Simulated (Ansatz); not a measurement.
Take the following structure.

```yaml
crystal:
  lattice:
    - [4.24125, 0.00000, 0.00000]
    - [0.00000, 4.24125, 0.00000]
    - [0.00000, 0.00000, 4.24125]
  atoms:
    - { symbol: Ti, position: [0.00000, 0.00000, 0.00000] }
    - { symbol: N, position: [0.50000, 0.00000, 0.00000] }
    - { symbol: Ti, position: [0.00000, 0.50000, 0.50000] }
    - { symbol: N, position: [0.50000, 0.50000, 0.50000] }
    - { symbol: Ti, position: [0.50000, 0.00000, 0.50000] }
    - { symbol: N, position: [0.00000, 0.00000, 0.50000] }
    - { symbol: Ti, position: [0.50000, 0.50000, 0.00000] }
    - { symbol: N, position: [0.00000, 0.50000, 0.00000] }
```

### Before looking at a picture, describe the arrangement of atoms.

The formula is TiN. Its lattice is face-centred cubic, its space group Fm-3m (No. 225). The arrangement is known as rock salt (NaCl type). The cell holds 8 atoms (4 Ti, 4 N), Z = 4. The polyhedra are TiN6 octahedra; they share corners and edges. Ti is coordinated by six N in an octahedral arrangement at 2.12 Å. N is surrounded by six Ti in an octahedral arrangement at 2.12 Å. Not all metal-metal contacts are counted. The bonds build a three-dimensional framework.

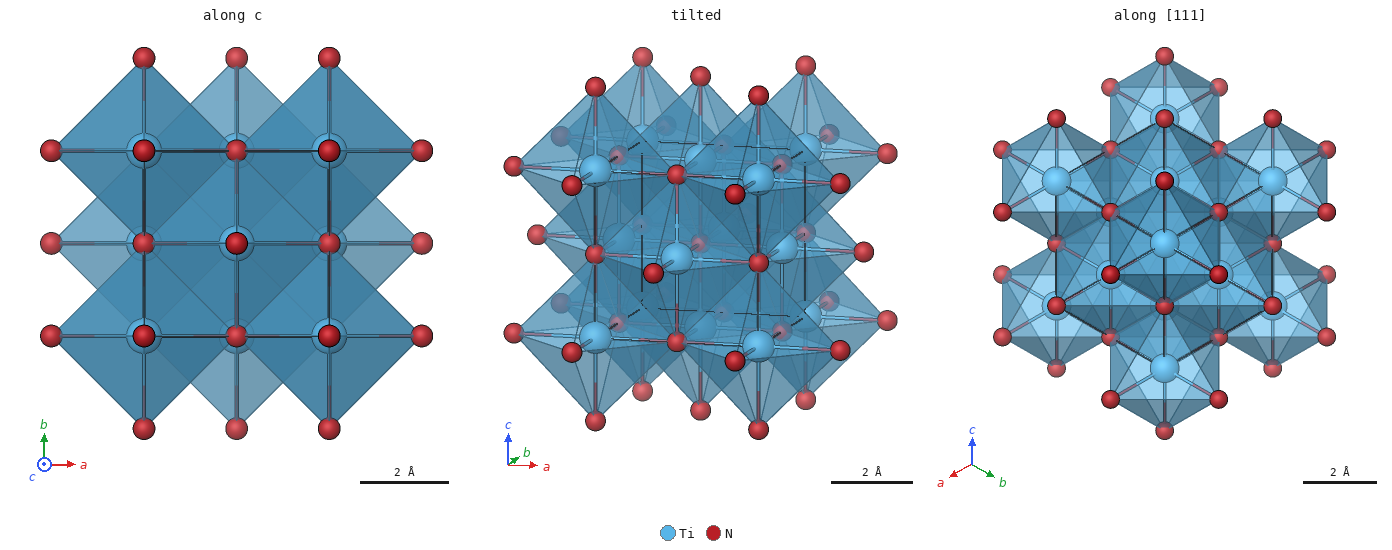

We look at a polyhedral model of the crystal along the c axis, slightly off an axis and along [111]. The conventional unit cell is drawn as a box. Some neighbours outside the box are added.

Provenance: a structure listed in the Materials Project. Earlier steps of the study may have refined or changed the cell and positions. It was run through Ansatz as a DFT input.

At this level of theory the cell isn't at rest (stretched, at -14 GPa), so its distances can differ from those at equilibrium, the more so the softer the solid.
